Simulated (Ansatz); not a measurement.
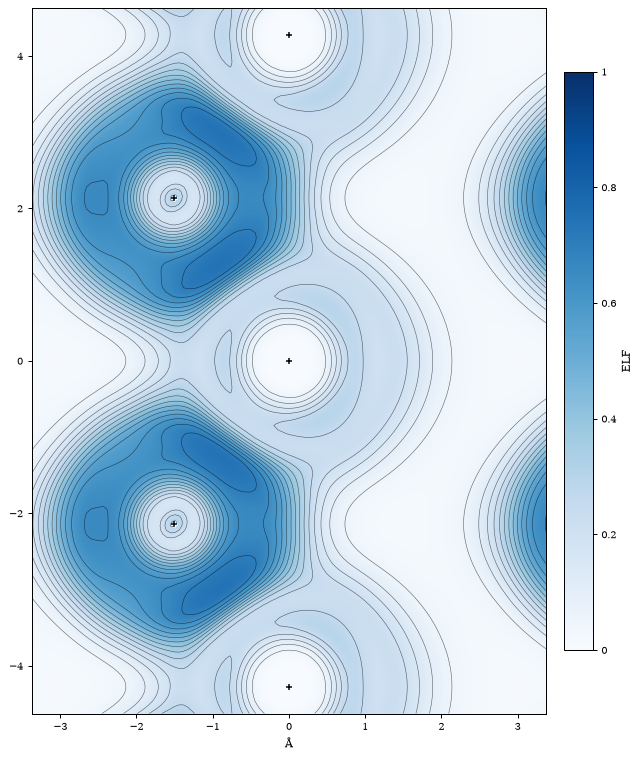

The electron localisation function on a plane through atoms (crosses mark nuclei in the plane).

Method: DFT PBEsol, scalar-relativistic, plane waves, PAW in Ansatz.

Candidates:
A. InAs, a = 6.05 Å, b = 6.05 Å, c = 6.05 Å, α = 90.00°, β = 90.00°, γ = 90.00°. Space group F-43m.
B. ScAl, a = 3.37 Å, b = 3.37 Å, c = 3.37 Å, α = 90.00°, β = 90.00°, γ = 90.00°. Space group P4mm; a structure from a database of computed crystals, not necessarily the ambient phase; changed on purpose from its base cell (all Sc atoms moved -0.250 Å, as atom 1 along Cartesian [0 0 1]); not relaxed (largest force 1.2 eV/Å).

Question: Which candidate gave the map?

Answer: Candidate A: InAs on the (110) plane of the conventional cell, which holds In and As. In–As (2.62 Å): the ELF peaks at about 0.75 between the atoms.
